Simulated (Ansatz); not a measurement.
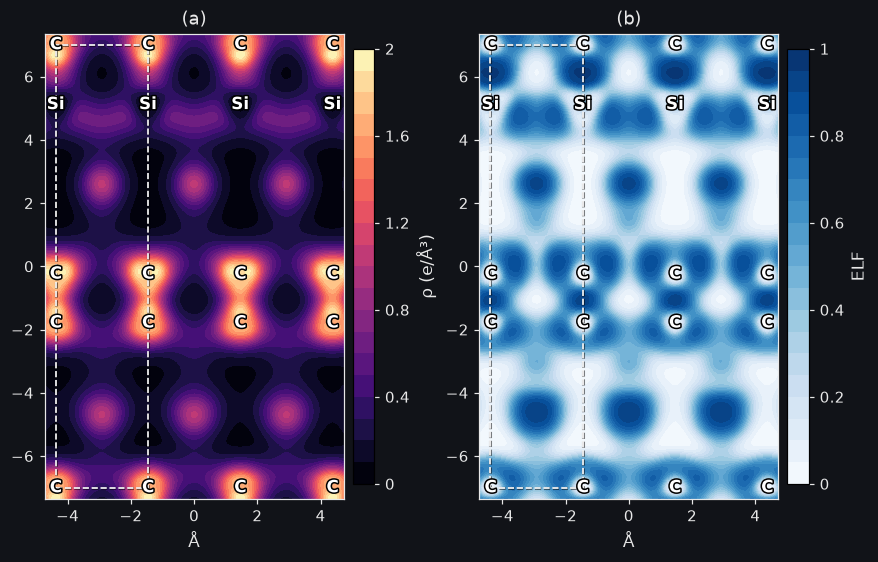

*SiC₃. (a) valence electron density; (b) electron localisation function on the (100) plane of the conventional cell.*

Space group R3m; started from the ordered alloy on diamond lattice prototype, which need not be the ambient phase; changed on purpose from its base cell (biaxial xy strain +3.0%); computed pressure about −10 GPa in this cell.

The calculation used DFT, PBE, plane waves, PAW in Ansatz 0.2.0.

Core electrons are frozen (PAW), and the valence fields are smoothed inside the atomic spheres.

```yaml
crystal:
  lattice:
    - [2.91693, 0.00000, 0.00000]
    - [-1.45846, 2.52613, 0.00000]
    - [0.00000, 0.00000, 14.01022]
  atoms:
    - { symbol: C, position: [0.00000, 0.00000, 0.00777] }
    - { symbol: C, position: [0.66667, 0.33333, 0.34110] }
    - { symbol: C, position: [0.33333, 0.66667, 0.67444] }
    - { symbol: C, position: [0.33333, 0.66667, 0.15653] }
    - { symbol: C, position: [0.00000, 0.00000, 0.48986] }
    - { symbol: C, position: [0.66667, 0.33333, 0.82319] }
    - { symbol: C, position: [0.33333, 0.66667, 0.04623] }
    - { symbol: C, position: [0.00000, 0.00000, 0.37956] }
    - { symbol: C, position: [0.66667, 0.33333, 0.71290] }
    - { symbol: Si, position: [0.66667, 0.33333, 0.20614] }
    - { symbol: Si, position: [0.33333, 0.66667, 0.53948] }
    - { symbol: Si, position: [0.00000, 0.00000, 0.87281] }
```

Question: What does the map show?

Answer: Atoms in the plane: C and Si.
Atoms just off the plane (C, 0.8 Å away and Si, 0.8 Å away) can leave unmarked features too.
C–C (1.55 Å): ρ is about 1.5 e/Å³ halfway; the ELF peaks at about 0.95 between the atoms, as expected for localised, covalent bonding.
Si–C (1.89 Å): the density is about 0.95 e/Å³ at the midpoint; the ELF peaks at about 0.95 between the atoms; a covalent bond.
Between the atoms the lowest density in this plane is 0.05 e/Å³.

Question: Does the calculation make it a metal, or give it a gap?

Answer: It is gapped, with a Kohn–Sham gap of 1.8 eV on the k-point mesh (the band edges may lie off the mesh, which would make the gap smaller).
